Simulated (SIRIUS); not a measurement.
# Energy of CsSnI3 along an even scaling of the cell

System: CsSnI3 (Pm-3m, 5 atoms in the cell).
Method: Kohn-Sham DFT of a periodic cell, PBEsol, dojo-sr-pbesol-0.4.1-standard, no spin polarisation (SIRIUS 7.12.0).

The 7 runs differ only in the geometry, by an even scaling of the cell at fixed fractional positions. The structure derives from an entry of the Crystallography Open Database.

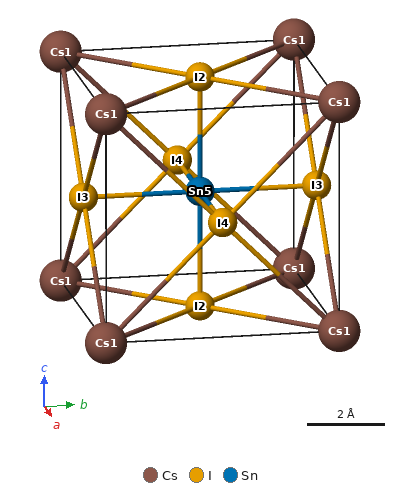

Figure 1. The structure of run 4 (ball-and-stick view of the cell of the calculation, seen slightly off an axis; atoms are numbered from 1 in the order of the input). An atom can appear more than once, as a periodic image.

## Input of run 4
```
{
  "control": {
    "processing_unit": "cpu",
    "verbosity": 2,
    "num_bands_to_print": 32,
    "print_forces": true,
    "print_stress": true
  },
  "parameters": {
    "electronic_structure_method": "pseudopotential",
    "xc_functionals": ["XC_GGA_X_PBE_SOL", "XC_GGA_C_PBE_SOL"],
    "gk_cutoff": 8.5,
    "pw_cutoff": 17.0,
    "ngridk": [5, 5, 5],
    "shiftk": [0, 0, 0],
    "smearing": "fermi_dirac",
    "smearing_width": 0.0018374661,
    "num_bands": 32,
    "num_mag_dims": 0,
    "num_dft_iter": 100,
    "energy_tol": 1e-08,
    "density_tol": 1e-06
  },
  "iterative_solver": {
    "type": "davidson",
    "min_tolerance": 1e-10
  },
  "mixer": {
    "type": "anderson",
    "beta": 0.7,
    "max_history": 8
  },
  "settings": {
    "tol_ne": 1e-10,
    "pseudo_grid_cutoff": 6.5
  },
  "unit_cell": {
    "lattice_vectors": [
      [11.72707341159, 0.0, 0.0],
      [0.0, 11.72707341159, 0.0],
      [0.0, 0.0, 11.72707341159]
    ],
    "atom_coordinate_units": "lattice",
    "atom_types": ["Cs", "I", "Sn"],
    "atom_files": {
      "I": "I.json",
      "Sn": "Sn.json",
      "Cs": "Cs.json"
    },
    "atoms": {
      "Cs": [
        [0.0, 0.0, 0.0]
      ],
      "I": [
        [0.5, 0.5, 0.0],
        [0.5, 0.0, 0.5],
        [0.0, 0.5, 0.5]
      ],
      "Sn": [
        [0.5, 0.5, 0.5]
      ]
    }
  }
}
```

Command:
```bash
upf_to_json I.upf
upf_to_json Sn.upf
upf_to_json Cs.upf
OMP_NUM_THREADS=4 sirius.scf --input=sirius.json --output=out.json --task=0
```

Run 3 differs from it as follows:
```diff
-      [11.72707341159, 0.0, 0.0],
-      [0.0, 11.72707341159, 0.0],
-      [0.0, 0.0, 11.72707341159]
+      [11.648365849469, 0.0, 0.0],
+      [0.0, 11.648365849469, 0.0],
+      [0.0, 0.0, 11.648365849469]
```

## Results, with one run withheld

```csv
run,volume per atom (Å³),"free energy per atom, from the lowest run given (meV)",pressure (GPa),gap on the mesh (eV)
1,44.929,1.29,0.42,1.67
2,45.885,0.00,0.02,1.69
3,46.841,?,?,?
4,47.797,3.96,−0.66,1.73
5,48.753,8.74,−0.94,1.75
6,49.709,15.10,−1.19,1.76
7,50.665,22.88,−1.42,1.78
```

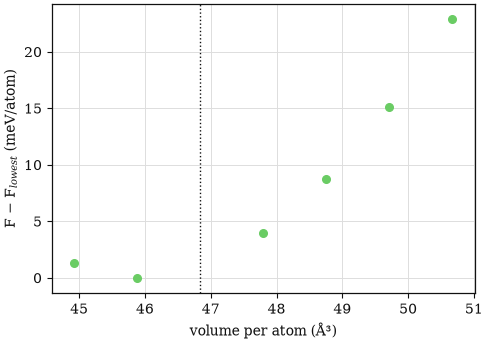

Figure 2. Free energy per atom of the runs given; the dotted line marks run 3.

Estimate the energy of run 3 from the others.

A cubic polynomial in V^(−2/3) (the Birch–Murnaghan form), fitted to the 6 runs given, misses them by under 0.01 meV per atom. With x = V^(−2/3) − 0.07583 Å⁻², it reads F = 4.3478 − 4050.8 x + 9.3393e+05 x² + 4.1711e+06 x³ (meV per atom). At run 3 it gives 0.97 meV per atom, and the run itself gives 0.97. The slope of the fit gives a pressure −dF/dV of −0.34 GPa there, and the run prints −0.34 GPa. The fit has its minimum at 45.933 Å³ per atom, where V d²F/dV² gives 18.1 GPa: the bulk modulus at this level, since symmetry fixes the shape and the positions. The gap on the mesh goes, without turning, from 1.67 eV in run 1 to 1.78 eV in run 7; run 3 has 1.71 eV. These are gaps of this functional on this mesh, which can miss the band edges; they aren't the measured gap.

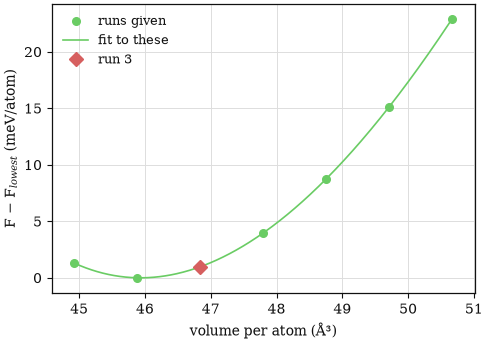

Figure 3. The fit and the withheld run.

## Some lines of the output (run 3)
```
[...]
[find] band gap (eV)                  :       1.70968687
[find] Efermi                         :       0.15887097
[find] Total energy                   :    -141.02665788 (Ha),    -282.05331576 (Ry)
[find] Free energy (E-TS)             :    -141.02665788 (Ha),    -282.05331576 (Ry)
[find] band gap (eV)                  :       1.70968664
[find] band gap (eV)                  :       1.70968645
[find] Efermi                         :       0.15887096
[find] band gap (eV)                  :       1.70968635
[find] Efermi                         :       0.15887277
[find] Efermi                         :       0.15887117
[find] band gap (eV)                  :       1.70968619
[find] Efermi                         :       0.15887092
[find] band gap (eV)                  :       1.70968588
[find] Efermi                         :       0.15887275
```
